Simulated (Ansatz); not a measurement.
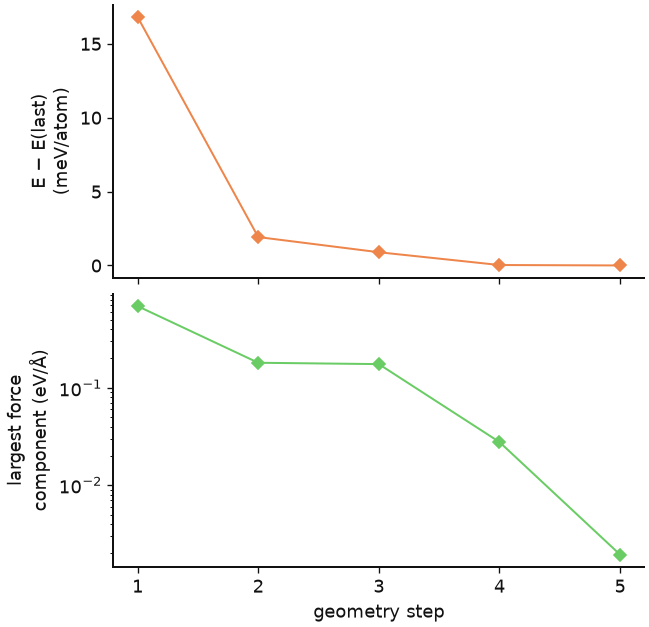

History of a geometry optimisation. Only the atoms move.

System: TiO$_{2}$ (Pbcn, 12 atoms in the cell).
Method: DFT, PBE, plane-wave PAW, default files, scalar-relativistic (Ansatz 0.2.0); cutoff 420 eV, 4×4×4 k-mesh, Fermi–Dirac smearing of 0.02 eV.

### How did the optimisation end?

The optimisation met its thresholds at geometry 5, counting the start as the first. The energy fell by about 17 meV/atom from the first step to the last. The largest force component goes from about 0.69 eV/Å at the start to 1.9 × 10⁻³ eV/Å at the end.
